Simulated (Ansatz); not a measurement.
MoS2

Input

```
crystal:
  lattice:
    - [1.5276580717, 0.8819937989, 5.7020644317]
    - [-1.5276580717, 0.8819937989, 5.7020644317]
    - [0.0, -1.7639875979, 5.7020644317]
  atoms:
    - { symbol: Mo, position: [0.0, 0.0, 0.0] }
    - { symbol: S, position: [0.7598864574, 0.7598864574, 0.7598864574] }
    - { symbol: S, position: [0.2401135426, 0.2401135426, 0.2401135426] }
basis:
  ecutwfc: 420
kpoints:
  mp_grid: { grid: [15, 15, 15] }
hamiltonian:
  xc: pbe
  dispersion: d3bj
scf:
  occupations: { method: gaussian, width: 0.1 }
output:
  forces: true
  stress: true
  eigenvalues: true
  write_density: true
  write_potential: true
  elf: true
  volumetric_format: npy
relax:
  adjacent_minimum: "off"
  f_tol: 0.01
  max_steps: 30
  cell: { stress_tol: 0.1, fix: [volume] }
```

Launched as:

```sh
ansatz run input.yaml --threads 1 --pin off --max-ram 2560MiB --backend cpu --events-out ev --progress --plain --runs-dir out
```

Below, planes, directions and counts refer to the conventional cell (a = 3.06 Å, b = 3.06 Å, c = 17.04 Å, α = 90.00°, β = 90.00°, γ = 120.00°).

The fields are those of the relaxed geometry.

Space group R-3m; changed on purpose from its base cell (volume × 0.91, shape and atoms relaxed); computed pressure about 7 GPa in this cell; computed without spin polarisation.

Method: DFT PBE+D3(BJ), scalar-relativistic, plane waves, PAW (Ansatz).

Core electrons are frozen (PAW), and the valence fields are smoothed inside the atomic spheres.

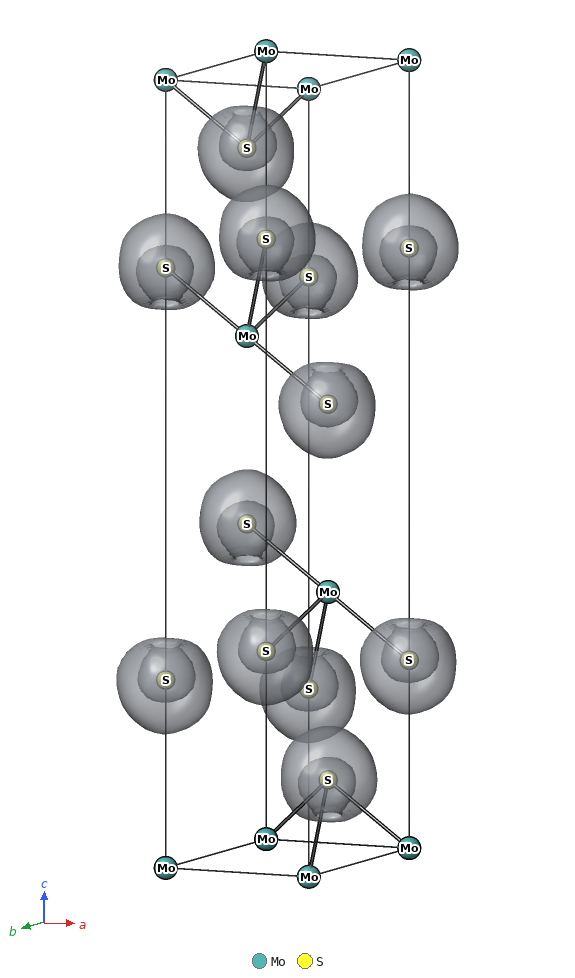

Figure 1. Isosurface of the electron localisation function at 0.75 (grey), seen at an oblique angle. Only the valence region is drawn (cores and ρ < 0.01 e/Å³ removed). Sticks mark near contacts.

**Identify the bonds, lone pairs and shells in this picture.**

The ELF exceeds this value in six regions wrapped around S (the valence shell of each), counted in one cell of 9 atoms. Regions shared between cells count once. Along the contacts the grid gives the following. Mo–S (2.40 Å): the ELF peaks at about 0.80 in the valence shell of S, 0.8 Å from its nucleus, and is about 0.35 at the midpoint.

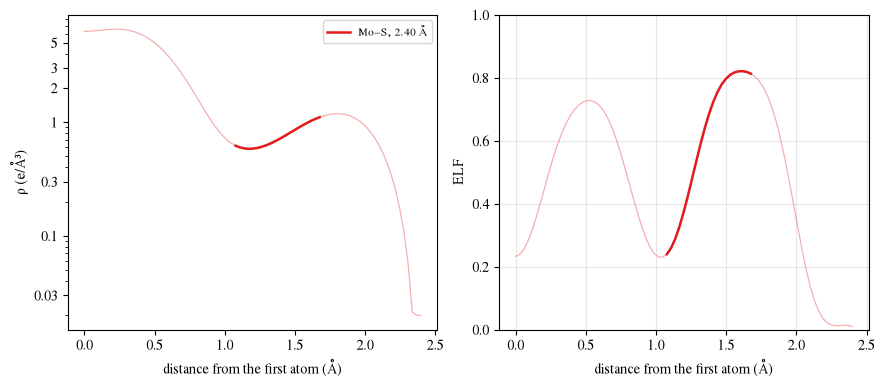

Figure 2. Valence charge density (pseudo) and electron localisation function along straight lines between neighbouring atoms. Thin, pale parts lie inside the atomic spheres.

**What can be read from the curves?**

Mo–S (2.40 Å): the density is about 0.58 e/Å³ at the midpoint; the ELF peaks at about 0.80 in the valence shell of S, 0.8 Å from its nucleus, and is about 0.35 at the midpoint.

**Metal or insulator at this level of theory?**

It is metallic or semimetallic at this level of theory: no gap opens; semilocal functionals without U, or without the true magnetic order, often close the gap of such compounds.
